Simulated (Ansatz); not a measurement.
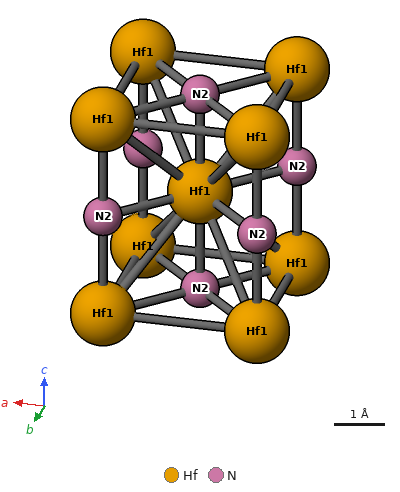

The input geometry (ball-and-stick view of the cell 2 times as large as that of the calculation, set on its symmetry axes, seen at an oblique angle; atoms are numbered from 1 in the order of the input). An atom can appear more than once, as a periodic image. Near neighbours in the periodic cell (some may lie outside the picture): Hf has 12 Hf at 3.17 to 3.24 Å and 6 N at 2.20 to 2.29 Å; N has 6 Hf at 2.20 to 2.29 Å.

## Single-point calculation, with input and output: HfN

- system: HfN (I4/mmm, 2 atoms in the cell)
- method: DFT PBEsol, scalar-relativistic, plane waves, PAW, no spin polarisation (Ansatz 0.2.0)

The structure derives from an entry of the Crystallography Open Database. It belongs to a series of runs on one base structure; here: ratio of the length along z to the lengths across it x 0.96, volume and fractional coordinates fixed. Figures and captions count atoms from 1; the log counts them from 0 in places.

### Log
```
Engine: ansatz 0.2.0, aarch64-unknown-linux-gnu
Pseudopotentials: kind: paw
Pseudopotential: Hf, paw, valence charge 26, recommended cutoff 420 eV (normal), Hf.paw.azcp
Pseudopotential: N, paw, valence charge 5, recommended cutoff 420 eV (normal), N.paw.azcp
Functional definition: PBEsol
  exchange = pbesol_x
  correlation = pbesol_c
Crystal: 2 atoms, lattice volume = 23.056 Å³
Basis set: ecut = 420 eV, 443 PW (Γ), exchange–correlation on 48×48×48 points (8 copies of the dense FFT grid, shifted against one another)
Bands: 20, of which v1, the nominal top of the filled ones, is band 16 counted from 1 (15 counted from 0)
Symmetry: 16 space group operations
Space group: I4/mmm (ITA 139), of the structure as read, at distance tolerance 2.8e-5 Å
k-points: 641 of 8000
Non-local potential: Hf, projectors of the file, l = 0: 3, l = 1: 2, l = 2: 2, l = 3: 3
Non-local potential: N, projectors of the file, l = 0: 2, l = 1: 2, l = 2: 1
PAW form: soft (Blöchl's): semilocal exchange-correlation on the pseudo side does not see the compensation charge
PAW frozen core: Hf, regenerated for the run's functional, and the local potential with it (the file was generated under x = pbe(κ = 0.804, μ = 0.2195149727645171), c = pbe(β = 0.06672455060314922))
PAW frozen core: N, regenerated for the run's functional, and the local potential with it (the file was generated under x = pbe(κ = 0.804, μ = 0.2195149727645171), c = pbe(β = 0.06672455060314922))
PAW one-centre angular grid: Hf, 590 points (default); XC on 64 Gauss nodes
PAW one-centre angular grid: N, 110 points (default); XC on 64 Gauss nodes
Initial density: superposition of atomic densities (neutral atoms: chi_scale 0, normalization atom), corrected by the library's trained network
Initial wavefunctions: pseudopotential atomic-orbital guess
Functional: x = pbesol(κ = 0.804, μ = 0.12345679012345678), c = pbesol(β = 0.046)
SCF iter   1: F=—  HF=-15980.212424 eV  |F-HF|=—  |Δ(HF+E_count)|=         —  Δρ=8.50e-3  dr2=1.47e-2  ethr=1.77e-3  ⟨swp⟩=4.8  Hψ=52169  notcnv=0
preconditioner: auto → Kerker (q_TF=auto, 2.866 Å⁻¹)  [metal: Δε(μ)=0.013 eV  Ē_g=18.947 eV  σ=0.150 eV  W_gap=0.05  n_scr=14 (ndim 8)  ℏωp=41.6 eV  f_vac=0.000  D(μ)=0.63/eV (n_scr^D=0)]
SCF iter   2: F=—  HF=-15980.208497 eV  |F-HF|=—  |Δ(HF+E_count)|=   3.93e-3  Δρ=2.36e-3  dr2=9.41e-4  ethr=4.74e-5  ⟨swp⟩=1.6  Hψ=18820  notcnv=0
SCF iter   3: F=—  HF=-15980.208294 eV  |F-HF|=—  |Δ(HF+E_count)|=   2.03e-4  Δρ=8.61e-4  dr2=1.10e-4  ethr=3.03e-6  ⟨swp⟩=2.0  Hψ=15165  notcnv=0
SCF iter   4: F=—  HF=-15980.208283 eV  |F-HF|=—  |Δ(HF+E_count)|=   1.10e-5  Δρ=3.14e-4  dr2=1.52e-5  ethr=3.55e-7  ⟨swp⟩=2.0  Hψ=22622  notcnv=0
SCF iter   5: F=—  HF=-15980.208259 eV  |F-HF|=—  |Δ(HF+E_count)|=   2.43e-5  Δρ=9.10e-5  dr2=1.25e-6  ethr=4.90e-8  ⟨swp⟩=2.2  Hψ=22774  notcnv=0
SCF iter   6: F=—  HF=-15980.208260 eV  |F-HF|=—  |Δ(HF+E_count)|=   1.43e-6  Δρ=2.27e-5  dr2=8.32e-8  ethr=3.23e-10  ⟨swp⟩=7.7  Hψ=94289  notcnv=0
SCF iter   7: F=-15980.208260 eV  HF=-15980.208260 eV  |F-HF|=1.11e-8  |Δ(HF+E_count)|=   9.44e-8  Δρ=5.14e-6  dr2=4.83e-9  ethr=2.69e-10  ⟨swp⟩=9.2  Hψ=86271  notcnv=0
SCF 1 converged in 7 iterations: F = -15980.208260 eV  dr2 = 4.83e-9
  greatest PAW one-centre occupation: 0.998 electrons in one spin orbital (limit 2), on the Hf atom at site 0 (counted from 0), in its partial waves of l = 3
```

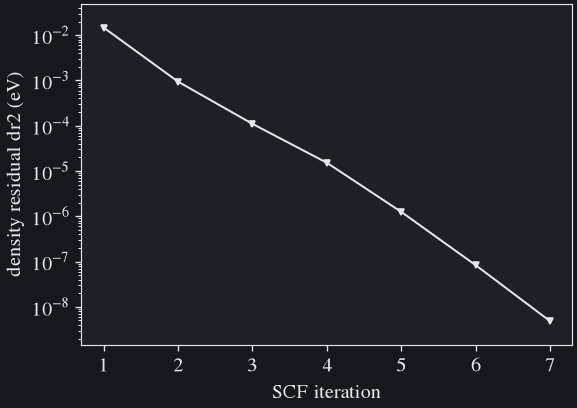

Convergence of the self-consistent field: density residual dr2 against the SCF iteration. The residual falls at every step.

```
SCF converged after 7 iterations
Free energy (F): -15980.208260 eV
Harris-Foulkes:  -15980.208260 eV  (|F-HF|=1.11e-8)
Internal energy: -15980.201213 eV  (E = F + TS)
E sigma→0 (E₀):  -15980.204737 eV
Entropy (-TS):   -0.007047 eV (-3.523 meV/atom)
Fermi energy:    23.718041 eV
--- Per-component energies (eV) ---
  E_band       = 178.306233
  E_kinetic    = 556.763786
  E_local      = -4727.946018  (includes V_loc(G=0)·N_el)
  E_nonlocal   = -1192.669812
  E_hartree    = 2242.637636
  E_xc         = -358.826461
  E_vxc        = -344.281087  (∫ρ·V_xc dr)
  E_paw        = -6929.546753  (= ΣΔE_a)
  E_vpaw       = 1401.166621  (= ΣTr[D̂ρ^β])
  E_aug_tail   = 0.000092  (compensation charges beyond the density's cutoff)
  E_ewald      = -5571.892874
  E_core_change = 1.279190  (= ΣΔE_core)
  E_smearing   = -0.007047  (= −TS)
  E_closure    = 0.000000  (closes the sum)
  Σ components = -15980.208260   (vs F -15980.208260, Δ=0.00e0)
--- Forces (eV/Å), atoms counted from 1 ---
  atom   1  Hf    -0.00000000    -0.00000000     0.00000000
  atom   2  N      0.00000000     0.00000000     0.00000000
  max |Σ_I F_I| component: 1.26e-29 eV/Å
--- Stress (GPa, compression-positive) ---
       -9.057420       0.000000       0.000000
        0.000000      -9.057420       0.000000
        0.000000       0.000000      12.299279
  P = ⅓ Tr σ = -1.9385 GPa (-19.385 kbar)
--- Band table (eV; the first three rows and the last of 641) ---
  k-point 0: bands = ["-38.9538", "-7.3730", "-7.3730", "-7.3444", "6.2427", "11.0902", "11.0902", "11.1091", "11.1321", "11.2312", "11.2312", "11.2347", "20.7330", "20.7330", "20.9540", "23.1688", "23.1688", "23.6241", "24.9036", "25.3218"]
  k-point 1: bands = ["-38.9522", "-7.3938", "-7.3759", "-7.3515", "6.3006", "11.0912", "11.0923", "11.1107", "11.1334", "11.2295", "11.2303", "11.2337", "20.4778", "20.5656", "20.7640", "23.2705", "23.2707", "23.6908", "25.1113", "25.5186"]
  k-point 2: bands = ["-38.9479", "-7.4662", "-7.3843", "-7.3590", "6.4695", "11.0943", "11.0986", "11.1158", "11.1372", "11.2248", "11.2254", "11.2331", "19.8333", "20.1556", "20.3310", "23.4835", "23.5372", "23.8586", "25.6650", "26.0519"]
  k-point 640: bands = ["-38.8643", "-8.1574", "-7.7252", "-7.7252", "7.3540", "11.1323", "11.1323", "11.1547", "11.1926", "11.2043", "11.2043", "11.2149", "18.5913", "19.7680", "19.9568", "19.9568", "27.7953", "29.2199", "29.2199", "29.2488"]
```

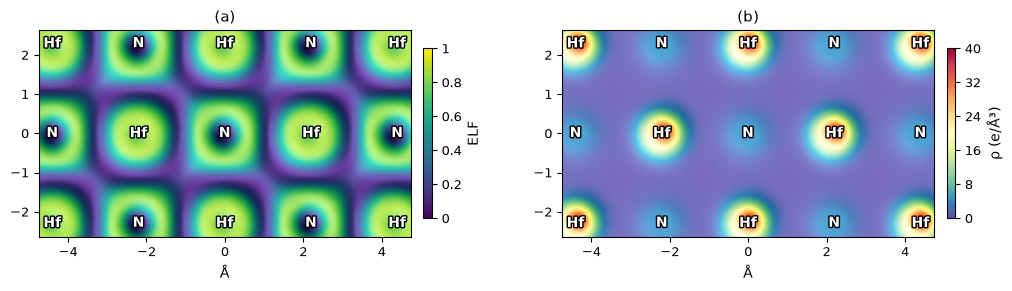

(a) electron localisation function; (b) valence charge density (pseudo) on the (110) plane of the conventional cell. The section cuts through Hf and N sites. Hf–N (2.20 Å): the density is about 0.6 e/Å³ at the midpoint; the ELF peaks at about 0.80 in the valence shell of N, 0.6 Å from its nucleus, and drops to about 0.15 between the two atoms (a polar contact without a shared pair, in a metal). Hf–Hf (3.17 Å): ρ is about 0.2 e/Å³ halfway; the ELF is about 0.15 at the midpoint; no shared electron pair. Hf–N (2.29 Å): ρ is about 0.48 e/Å³ halfway; the ELF is about 0.15 at the midpoint (a polar contact without a shared pair, in a metal). Away from the nuclei the density in this plane falls to 0.19 e/Å³ at its lowest. The strong features right at Hf lie inside the PAW spheres (semicore, d or f shells) and say nothing about bonding. In a PAW calculation such maps are meaningful between the atoms, not at the nuclei.

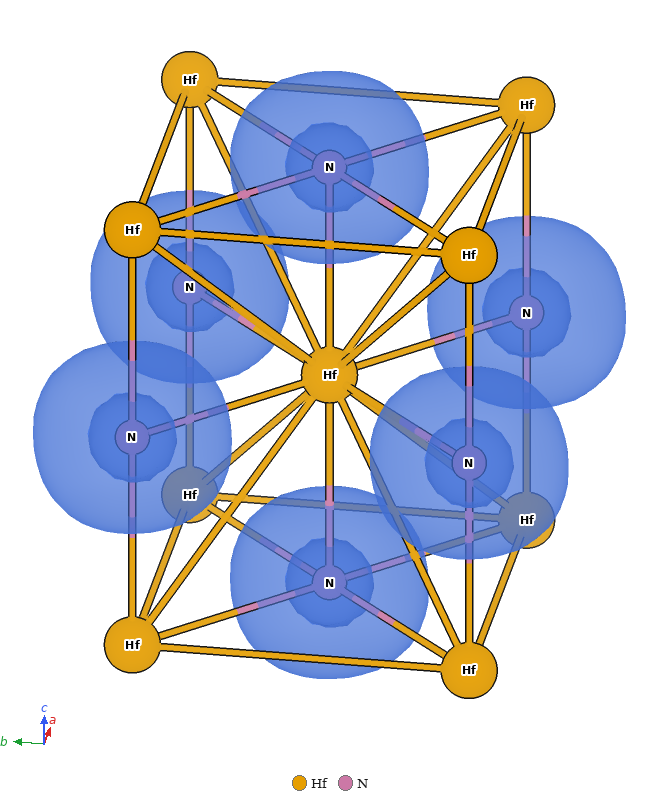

Isosurface of the ELF at 0.65 (blue), seen at an oblique angle. Core shells and regions of very low density are left out. Sticks mark near contacts. The outline is the cell set on symmetry axes. Values along the shortest contacts: Hf–N (2.20 Å): the ELF peaks at about 0.80 in the valence shell of N, 0.6 Å from its nucleus, and drops to about 0.15 between the two atoms (a polar contact without a shared pair, in a metal). Hf–Hf (3.17 Å): the ELF is about 0.15 at the midpoint (no shared electron pair).

This output came from the following input.

### Input file
```yaml
crystal:
  lattice:
    - [0.0, 2.2899490513, 2.1983510893]
    - [2.2899490513, 0.0, 2.1983510893]
    - [2.2899490513, 2.2899490513, 0.0]
  atoms:
    - { symbol: Hf, position: [0.0, 0.0, 0.0] }
    - { symbol: "N", position: [0.5, 0.5, 0.5] }
basis:
  ecutwfc: 420
kpoints:
  mp_grid: { grid: [20, 20, 20] }
hamiltonian:
  xc: pbesol
scf:
  occupations: { method: gaussian, width: 0.15 }
output:
  forces: true
  stress: true
  eigenvalues: true
  write_density: true
  write_potential: true
  elf: true
  volumetric_format: npy
```

Launch command:
```bash
ansatz run input.yaml --threads 1 --pin off --max-ram 2560MiB --backend cpu --events-out ev --progress --plain --runs-dir out
```

### Summary

| quantity | value |
| --- | --- |
| outcome | converged |
| space group (tolerance 0.01 Å) | I4/mmm (139) |
| electrons treated | 31 |
| free energy | −15980.2083 eV |
| Fermi energy | 23.718 eV |
| gap on the k-point mesh | none (metallic) |
| pressure | −1.94 GPa |
| largest force (length of the vector) | under 0.001 eV/Å |
| hardware | 1 thread of Arm Neoverse V1, 24 GiB of memory available, shared host |
| wall time | 23 s |
| peak memory | 0.5 GiB |

Spin–orbit coupling is left out, which matters for Hf. The cell holds an odd number of electrons but the run has no spin polarisation, so a band is left half filled.
